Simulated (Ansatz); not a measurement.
ZnGa15HO24 (cell with a defect)

```xyz
41
Lattice="4.8247 -1.5418 5.7192 6.2274 4.6253 0.0115 -1.4027 6.1670 5.7077" Properties=species:S:1:pos:R:3 pbc="T T T"
Zn    6.2180    1.5475    4.1732
Ga    4.8349    4.6413   10.2723
Ga    6.2406    4.6115    4.5626
Ga    6.2498    7.7083    4.5156
Ga    4.8675    4.6192    1.1902
Ga    3.4470    7.7146    6.8811
Ga    3.3913    1.5356    6.8937
Ga    3.4708    4.6366    6.8887
Ga    6.3830    3.1501    7.5955
Ga    1.5707    1.4711    1.8901
Ga    6.4189    6.1936    7.4770
Ga    6.4443    9.2196    7.4635
Ga    8.1450    7.7141    9.6429
Ga    3.3171    6.1750    3.9404
Ga    3.3175   -0.0300    3.9516
Ga    3.3158    3.0968    3.9427
O     6.7998    7.7012    6.2738
O     6.7292    4.6298    6.3577
O     0.5096    6.1679    6.3464
O     6.5702    1.5384    6.3316
O     2.9483    4.6496    5.1042
O     2.9541    1.5357    5.0946
O     2.9546    7.7217    5.0948
O     9.1563    3.0515    5.1279
O     6.3433    7.7105    8.7970
O     6.2151    4.6325    8.9663
O     7.6338    4.6167    3.2657
O     1.4052    3.0863    3.2191
O     3.4648    4.6235    2.4691
O     3.4755    1.5646    2.4753
O     8.3163    6.1266    8.2260
O     2.1072    4.6455    8.1887
O     4.4424    3.0661    7.1791
O     5.8558    6.1780    1.4738
O     4.4657    6.1857    7.1809
O     5.8736    3.0759    1.4786
O    -0.9720    4.6248    4.2375
O     5.2568    6.1669    4.2473
O     3.7935    6.1158    9.9818
O     5.1952    3.1434    4.2607
H     5.6060    1.5134    6.1644
```

These are results of Ansatz, DFT PBE, scalar-relativistic, plane waves, PAW, not measurements.

In a PAW calculation such maps are meaningful between the atoms, not at the nuclei.

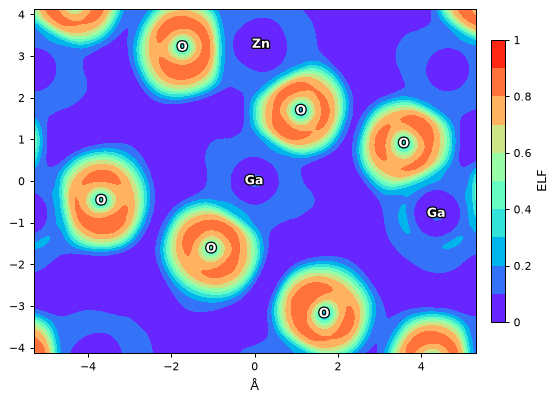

Figure 1. ELF on the (111) plane of the calculation cell.

> Interpret the plot.

- The plane passes through Zn, Ga and O nuclei.
- Atoms just off the plane (Ga, 0.3 Å away) can leave unmarked features too.
- Zn–O (1.87 Å): the ELF peaks at about 0.85 in the valence shell of O, 0.6 Å from its nucleus, and is about 0.30 at the midpoint: no localised pair shows between them.
- Ga–O (1.95 Å): the ELF peaks at about 0.85 in the valence shell of O, 0.6 Å from its nucleus, and is about 0.35 at the midpoint.
- Ga–O (2.02 Å): the ELF peaks at about 0.85 in the valence shell of O, 0.6 Å from its nucleus, and is about 0.30 at the midpoint.
- The ELF also peaks beside O, away from the bonds: lone-pair regions.

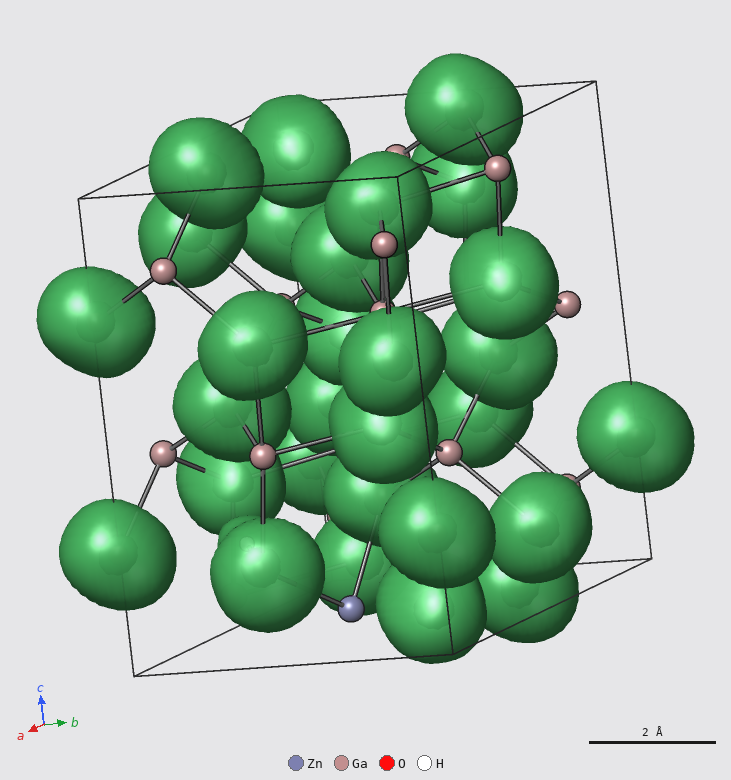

Figure 2. Isosurface of the electron localisation function at 0.65 (green), seen slightly off an axis. Core shells and regions of very low density are left out. Sticks mark near contacts.

> Describe the localisation domains.

The ELF exceeds this value in 23 regions wrapped around O (the valence shell of each) and one joined region spread over several atoms (H, O), in which their bonds and any lone pairs are merged, counted in one cell of 41 atoms. Any copies at cell faces, edges or corners count once. Profiles from the grid: O–H (0.98 Å): the ELF climbs to about 1 towards the hydrogen, as it does in any bond to H (an ordinary covalent bond to hydrogen). Ga–O (1.83 Å): the ELF peaks at about 0.80 in the valence shell of O, 0.6 Å from its nucleus, and is about 0.40 at the midpoint.

> Does the calculation make it a metal, or give it a gap?

It is gapped, with a Kohn–Sham gap of 2.9 eV on the k-point mesh (the band edges may lie off the mesh, which would make the gap smaller).
